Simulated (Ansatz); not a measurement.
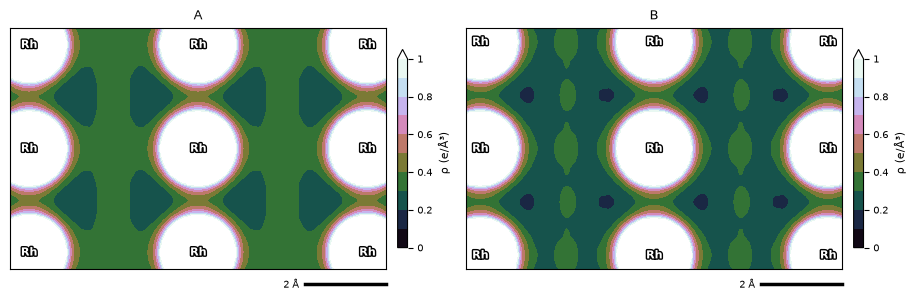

Rh. The valence pseudo-density of two cells that differ in size, on the (100) plane of each (indices in the axes of the calculation cell), at one length scale and on one colour scale; one has 13.0 and the other 14.1 Å³ an atom.

Theory: Ansatz 0.2.0, DFT, r2SCAN, plane waves (500 eV) with PAW, scalar-relativistic.

Core electrons are frozen (PAW), and the valence fields are smoothed inside the atomic spheres.

Which panel shows the smaller cell, and what does the compression change?

Answer. Panel A is the smaller cell, by 8 % in volume. From the larger cell to the smaller, Rh–Rh goes from 2.64 to 2.57 Å, and the density at its midpoint from 0.37 to 0.43 e/Å³; the pressure goes from 0.0 to 27 GPa.
